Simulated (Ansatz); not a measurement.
**RuSi$_{47}$ (charge +1): geometry relaxation (part 3 of 3)**

Continued. System: RuSi$_{47}$ (defect cell, 48 atoms in the cell, total charge +1). Method: DFT PBE, scalar-relativistic, plane waves, PAW, spin-polarised (Ansatz 0.2.0); cutoff 420 eV, 2×2×2 k-mesh, Gaussian smearing of 0.02 eV, collinear spins. The structure derives from a Materials Project entry. It belongs to a series of runs on one base structure; here: Ru on a Si site (f), charge +1, atoms relaxed at the host's cell, started again with a moment of 3 μB.

**Trajectory as extended XYZ (Å, eV, eV/Å), 2 frames, from step=1 to step=2**
```
48
Lattice="7.7026 0.0000 -6.3650 -3.8513 -6.6706 -6.3650 -3.8513 6.6706 -6.3650" Properties=species:S:1:pos:R:3:forces:R:3 step=1 energy=-35765.97044
Ru   -1.9256   -1.1118   -5.9930    0.0000   0.0000  -0.0007
Si   -3.8589    2.2233  -12.3189   -0.0001  -0.0002   0.0001
Si    3.8474    2.2182  -12.3279   -0.0003   0.0004  -0.0001
Si    1.9292   -1.1050  -12.3189   -0.0001   0.0001   0.0001
Si    1.9229   -1.1058   -5.9628    0.0005   0.0000  -0.0001
Si   -0.0030    2.2240  -12.3281    0.0006  -0.0006   0.0002
Si    0.0040    2.2170   -5.9538    0.0002   0.0000   0.0001
Si    3.8578   -4.4477  -12.3279   -0.0002  -0.0004  -0.0001
Si   -5.7758   -1.1146  -12.3281    0.0002   0.0008   0.0002
Si    0.0019   -4.4447  -12.3281   -0.0008  -0.0002   0.0002
Si    1.9256    5.5588  -12.3249    0.0000   0.0000   0.0013
Si   -1.9256   -1.1118  -12.3272    0.0000   0.0000  -0.0007
Si   -3.8558    4.4509   -9.1521    0.0006  -0.0005   0.0002
Si   -1.9255    1.1086   -9.1339    0.0001   0.0000  -0.0005
Si    5.7759    1.1060   -9.1521    0.0001   0.0007   0.0002
Si    3.8568   -2.2215   -9.1521   -0.0007  -0.0002   0.0002
Si   -0.0007    4.4464   -9.1381    0.0002  -0.0001  -0.0007
Si    1.9264    1.1155   -9.1372    0.0006   0.0003  -0.0007
Si   -1.9229   -5.5614   -9.1372   -0.0001  -0.0007  -0.0007
Si    1.9220    1.1106  -15.5022   -0.0006   0.0004  -0.0007
Si   -3.8486   -2.2218   -9.1339    0.0000   0.0001  -0.0005
Si   -1.9259    1.1127  -15.5031   -0.0002  -0.0001  -0.0007
Si    0.0010   -2.2238  -15.5031    0.0000   0.0002  -0.0007
Si   -0.0028   -2.2221   -9.1339   -0.0001   0.0000  -0.0005
Si   -1.9256   -1.1118   -3.6538    0.0000   0.0000  -0.0004
Si   -3.8506    2.2211   -9.9457    0.0004   0.0007   0.0003
Si    3.8490    2.2265   -9.9568   -0.0006   0.0003   0.0006
Si    1.9232   -1.1112   -9.9457    0.0003  -0.0007   0.0003
Si    1.9293   -1.1113   -3.5918    0.0006   0.0003   0.0006
Si    0.0005    2.2239   -9.9522    0.0005   0.0006   0.0002
Si    0.0017    2.2254   -3.5807   -0.0008   0.0001   0.0003
Si    3.8499   -4.4505   -9.9568    0.0000  -0.0007   0.0006
Si   -5.7775   -1.1115   -9.9522   -0.0008   0.0001   0.0002
Si    0.0001   -4.4477   -9.9522    0.0003  -0.0007   0.0002
Si    1.9256    5.5588   -9.9525    0.0000   0.0000  -0.0001
Si   -1.9256   -1.1118   -9.9571    0.0000   0.0000   0.0008
Si   -3.8530    4.4469   -6.7724   -0.0003   0.0003   0.0003
Si   -1.9254    1.0817   -6.7533   -0.0004   0.0009   0.0005
Si    5.7779    1.1104   -6.7724   -0.0001  -0.0004   0.0003
Si    3.8520   -2.2220   -6.7724    0.0004   0.0001   0.0003
Si   -0.0001    4.4434   -6.7673   -0.0001  -0.0001  -0.0002
Si    1.9300    1.1166   -6.7638    0.0001   0.0001  -0.0002
Si   -1.9236   -5.5650   -6.7638    0.0000  -0.0002  -0.0002
Si    1.9193    1.1131  -13.1288   -0.0001   0.0001  -0.0002
Si   -3.8254   -2.2083   -6.7533   -0.0006  -0.0008   0.0005
Si   -1.9287    1.1136  -13.1323    0.0000   0.0002  -0.0002
Si    0.0032   -2.2218  -13.1323    0.0002  -0.0001  -0.0002
Si   -0.0262   -2.2087   -6.7533    0.0010  -0.0001   0.0005
48
Lattice="7.7026 0.0000 -6.3650 -3.8513 -6.6706 -6.3650 -3.8513 6.6706 -6.3650" Properties=species:S:1:pos:R:3:forces:R:3 step=2 energy=-35765.97044
Ru   -1.9256   -1.1118   -5.9930    0.0000   0.0000  -0.0007
Si   -3.8589    2.2233  -12.3189   -0.0001  -0.0002   0.0001
Si    3.8474    2.2182  -12.3279   -0.0002   0.0004  -0.0002
Si    1.9292   -1.1050  -12.3189   -0.0001   0.0001   0.0001
Si    1.9229   -1.1058   -5.9628    0.0005   0.0000  -0.0002
Si   -0.0030    2.2240  -12.3281    0.0006  -0.0006   0.0002
Si    0.0040    2.2170   -5.9538    0.0002   0.0000   0.0001
Si    3.8578   -4.4477  -12.3279   -0.0002  -0.0004  -0.0002
Si   -5.7758   -1.1146  -12.3281    0.0002   0.0008   0.0002
Si    0.0019   -4.4447  -12.3281   -0.0008  -0.0002   0.0002
Si    1.9256    5.5588  -12.3249    0.0000   0.0000   0.0013
Si   -1.9256   -1.1118  -12.3272    0.0000   0.0000  -0.0007
Si   -3.8558    4.4509   -9.1521    0.0006  -0.0005   0.0002
Si   -1.9255    1.1086   -9.1339    0.0001   0.0000  -0.0005
Si    5.7759    1.1060   -9.1521    0.0001   0.0007   0.0002
Si    3.8568   -2.2215   -9.1521   -0.0007  -0.0002   0.0002
Si   -0.0007    4.4464   -9.1381    0.0002  -0.0001  -0.0007
Si    1.9264    1.1155   -9.1372    0.0006   0.0003  -0.0007
Si   -1.9229   -5.5614   -9.1372   -0.0001  -0.0007  -0.0007
Si    1.9220    1.1106  -15.5022   -0.0006   0.0004  -0.0007
Si   -3.8486   -2.2218   -9.1339    0.0000   0.0001  -0.0005
Si   -1.9259    1.1127  -15.5031   -0.0002  -0.0001  -0.0007
Si    0.0010   -2.2238  -15.5031    0.0000   0.0002  -0.0007
Si   -0.0028   -2.2221   -9.1339   -0.0001  -0.0001  -0.0005
Si   -1.9256   -1.1118   -3.6538    0.0000   0.0000  -0.0003
Si   -3.8506    2.2211   -9.9457    0.0005   0.0006   0.0003
Si    3.8490    2.2265   -9.9568   -0.0006   0.0003   0.0006
Si    1.9232   -1.1112   -9.9457    0.0003  -0.0007   0.0003
Si    1.9293   -1.1113   -3.5918    0.0006   0.0003   0.0006
Si    0.0005    2.2239   -9.9522    0.0005   0.0006   0.0002
Si    0.0017    2.2254   -3.5807   -0.0008   0.0001   0.0003
Si    3.8499   -4.4505   -9.9568    0.0000  -0.0007   0.0006
Si   -5.7775   -1.1115   -9.9522   -0.0008   0.0001   0.0002
Si    0.0001   -4.4477   -9.9522    0.0003  -0.0007   0.0002
Si    1.9256    5.5588   -9.9525    0.0000   0.0000  -0.0001
Si   -1.9256   -1.1118   -9.9571    0.0000   0.0000   0.0008
Si   -3.8530    4.4469   -6.7724   -0.0003   0.0003   0.0003
Si   -1.9254    1.0817   -6.7533   -0.0004   0.0011   0.0004
Si    5.7779    1.1104   -6.7724   -0.0001  -0.0004   0.0003
Si    3.8520   -2.2220   -6.7724    0.0004   0.0001   0.0003
Si   -0.0001    4.4434   -6.7673   -0.0001  -0.0001  -0.0001
Si    1.9300    1.1166   -6.7638    0.0001   0.0001  -0.0002
Si   -1.9236   -5.5650   -6.7638    0.0000  -0.0002  -0.0002
Si    1.9193    1.1131  -13.1288   -0.0001   0.0001  -0.0002
Si   -3.8254   -2.2083   -6.7533   -0.0007  -0.0009   0.0004
Si   -1.9287    1.1136  -13.1323    0.0000   0.0002  -0.0001
Si    0.0032   -2.2218  -13.1323    0.0002  -0.0001  -0.0001
Si   -0.0262   -2.2087   -6.7533    0.0011  -0.0002   0.0004
```

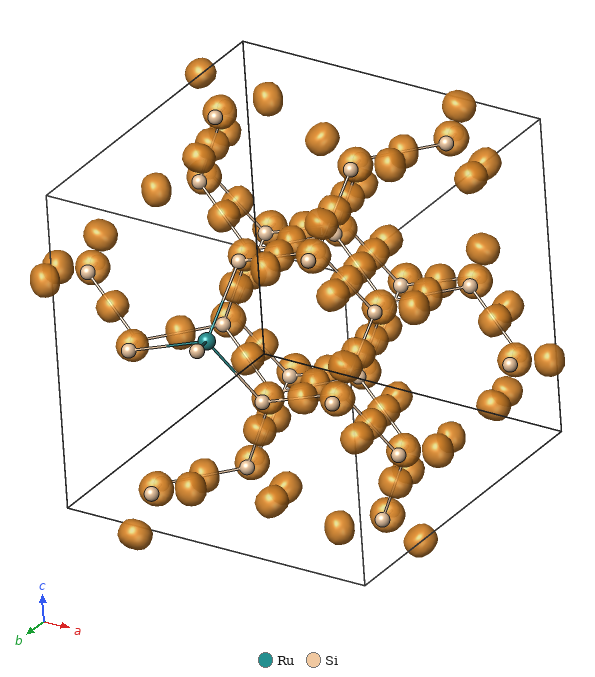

Figure 1. Isosurface of the ELF at 0.9 (orange), seen at an oblique angle. Only the valence region is drawn (cores and ρ < 0.01 e/Å³ removed). Sticks mark near contacts. The outline is the calculation cell. The ELF exceeds this value in 92 regions between bonded Si–Si atoms (shared pairs), counted in one cell of 48 atoms.  Values along the shortest contacts: Si–Ru (2.32 Å): the ELF is about 0.60 at the midpoint. In a PAW calculation such maps are meaningful between the atoms, not at the nuclei.

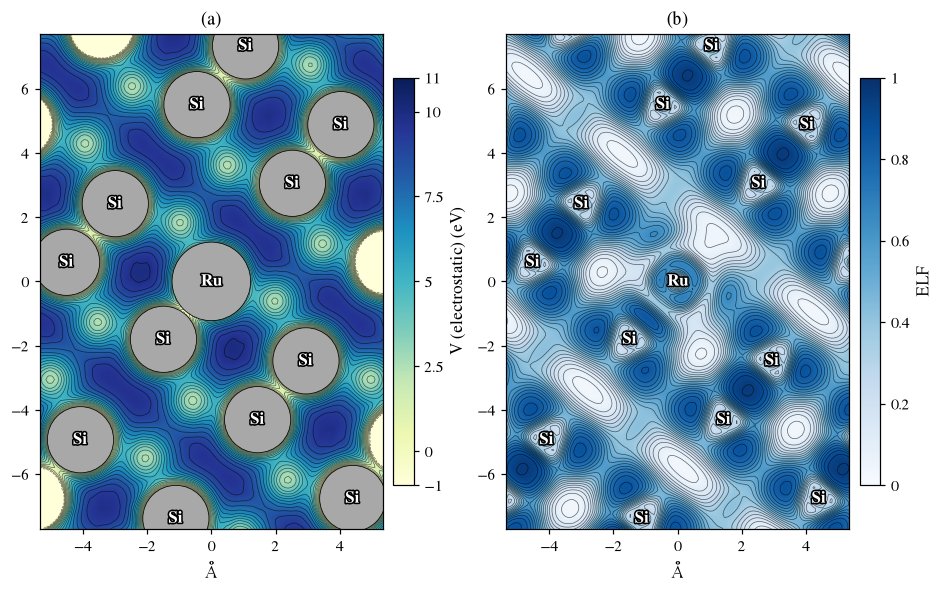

Figure 2. (a) electrostatic potential (local pseudopotential plus Hartree) felt by an electron; (b) ELF on the (011̄) plane of the calculation cell. Grey discs, where drawn, cover atomic cores. The section cuts through Ru and Si sites. Si–Ru (2.34 Å): the ELF is about 0.60 at the midpoint. The strong features right at Ru lie inside the PAW spheres (semicore, d or f shells) and say nothing about bonding. Outside the cores the potential energy rises away from the atoms and is highest about 2.1 Å from the nearest atoms; outside the discs it spans about 10 eV, and its zero is arbitrary.

The run was set up as follows.

**Input**
```yaml
crystal:
  lattice:
    - [7.7025612697, 1.0e-10, -6.3650227274]
    - [-3.8512806348, -6.6706137338, -6.3650227274]
    - [-3.8512806349, 6.6706137337, -6.3650227274]
  atoms:
    - { symbol: Ru, position: [0.1471847238, 0.4805180571, 0.3138513905], spin: 3.0 }
    - { symbol: Si, position: [0.3111385679, 0.6454816232, 0.9787787566] }
    - { symbol: Si, position: [0.9786058474, 0.3128385797, 0.6453687717] }
    - { symbol: Si, position: [0.81211209, 0.6444719012, 0.4788149565] }
    - { symbol: Si, position: [0.4787021051, 0.3119391807, 0.1461719131] }
    - { symbol: Si, position: [0.6453618572, 0.4790451079, 0.812446172] }
    - { symbol: Si, position: [0.3121482898, 0.1454454233, 0.4778052345] }
    - { symbol: Si, position: [0.9795052464, 0.8120354384, 0.145272514] }
    - { symbol: Si, position: [0.1457117746, 0.9791128387, 0.8120285238] }
    - { symbol: Si, position: [0.6457795054, 0.9786951905, 0.3123784412] }
    - { symbol: Si, position: [0.8121139321, 0.1454472655, 0.9787805988] }
    - { symbol: Si, position: [0.4789049166, 0.8122382499, 0.6455715832] }
    - { symbol: Si, position: [0.1455695116, 0.3125346325, 0.979767811] }
    - { symbol: Si, position: [0.31168431, 0.4785698638, 0.6447641877] }
    - { symbol: Si, position: [0.9792012991, 0.1464344776, 0.3122361783] }
    - { symbol: Si, position: [0.8131011443, 0.478902845, 0.1458679658] }
    - { symbol: Si, position: [0.4784952998, 0.1453078425, 0.8118661092] }
    - { symbol: Si, position: [0.6452458693, 0.3115314779, 0.4787504211] }
    - { symbol: Si, position: [0.3120837544, 0.9785792026, 0.1448648112] }
    - { symbol: Si, position: [0.9781981446, 0.6454170877, 0.811912536] }
    - { symbol: Si, position: [0.1452365305, 0.8114308544, 0.4783509767] }
    - { symbol: Si, position: [0.6451994425, 0.8118286332, 0.9786411758] }
    - { symbol: Si, position: [0.8119745091, 0.9785327759, 0.6451619665] }
    - { symbol: Si, position: [0.4780975211, 0.6450176433, 0.3119031971] }
    - { symbol: Si, position: [0.0246795751, 0.3580129084, 0.1913462418] }
    - { symbol: Si, position: [0.187580918, 0.5210036221, 0.8539746833] }
    - { symbol: Si, position: [0.8545698499, 0.1879754518, 0.5217507799] }
    - { symbol: Si, position: [0.6873080166, 0.5209142513, 0.3543369555] }
    - { symbol: Si, position: [0.3550841133, 0.1879031832, 0.0213087851] }
    - { symbol: Si, position: [0.5212397606, 0.3544770089, 0.6878667961] }
    - { symbol: Si, position: [0.1876702888, 0.0206413499, 0.3542475847] }
    - { symbol: Si, position: [0.8546421185, 0.6884174466, 0.0212365166] }
    - { symbol: Si, position: [0.0211436755, 0.8545334628, 0.6879064273] }
    - { symbol: Si, position: [0.5212001295, 0.854573094, 0.1878103422] }
    - { symbol: Si, position: [0.6878738413, 0.0212071746, 0.854540508] }
    - { symbol: Si, position: [0.3547809059, 0.6881142393, 0.5214475726] }
    - { symbol: Si, position: [0.0211887064, 0.1880893326, 0.8547315943] }
    - { symbol: Si, position: [0.1870253227, 0.3559098711, 0.5180711753] }
    - { symbol: Si, position: [0.8547559993, 0.021398261, 0.1878553731] }
    - { symbol: Si, position: [0.6880649277, 0.3545220398, 0.0214226659] }
    - { symbol: Si, position: [0.3543954924, 0.0213435109, 0.6874663218] }
    - { symbol: Si, position: [0.5212612689, 0.186998014, 0.3543900039] }
    - { symbol: Si, position: [0.1877233373, 0.8545946022, 0.0203313473] }
    - { symbol: Si, position: [0.8536646807, 0.5210566706, 0.6879279356] }
    - { symbol: Si, position: [0.0225765378, 0.6847378419, 0.3536919894] }
    - { symbol: Si, position: [0.5207996552, 0.6877288257, 0.8546768442] }
    - { symbol: Si, position: [0.6880101776, 0.8541329885, 0.521062159] }
    - { symbol: Si, position: [0.3514045086, 0.5203586561, 0.1892432044] }
  host:
    lattice:
      - [3.8512806348, 0.0, 0.0]
      - [-1.9256403174, 3.3353068669, 0.0]
      - [0.0, 0.0, 6.3650227274]
    atoms:
      - { symbol: Si, position: [0.3333333333, 0.6666666667, 0.0629309403] }
      - { symbol: Si, position: [0.6666666667, 0.3333333333, 0.5629309403] }
      - { symbol: Si, position: [0.3333333333, 0.6666666667, 0.4370690597] }
      - { symbol: Si, position: [0.6666666667, 0.3333333333, 0.9370690597] }
total_charge: 1
basis:
  ecutwfc: 420
  xc_grid: 2
kpoints:
  mp_grid: { grid: [2, 2, 2], shift: [0.5, 0.5, 0.5] }
hamiltonian:
  xc: pbe
scf:
  occupations: { method: gaussian, width: 0.02 }
output:
  forces: true
  stress: false
  eigenvalues: true
  populations: true
  charged_corrections:
    defect_position: [0.14568969, 0.47902302, 0.31235635]
    epsilon: [[12.6179, 0.0, 0.0], [0.0, 12.6179, 0.0], [0.0, 0.0, 13.7065]]
  write_density: true
  write_potential: true
  elf: true
  volumetric_format: npy
magnetization:
  spin_polarized: true
relax:
  adjacent_minimum: "off"
  f_tol: 0.025
  max_steps: 45
```

Command:
```bash
ansatz run input.yaml --threads 4 --pin off --max-ram 6144MiB --backend cpu --events-out ev --progress --plain --runs-dir out
```

**Summary**

```csv
quantity,value
outcome,converged
electrons treated,203
free energy,−35765.9704 eV
Fermi energy,5.793 eV
gap on the k-point mesh,none (metallic)
net moment of the cell,0.00 μB
integrated absolute moment,0.00 μB
final volume,981.12 Å³
largest force (length of the vector) at the end,0.001 eV/Å
hardware,"4 threads of Arm Neoverse V1, 24 GiB of memory available, shared host"
wall time,90 s (CPU time 5.8 min)
peak memory,3 GiB
```

**Notes**

The program warns: some starting moments were not kept.
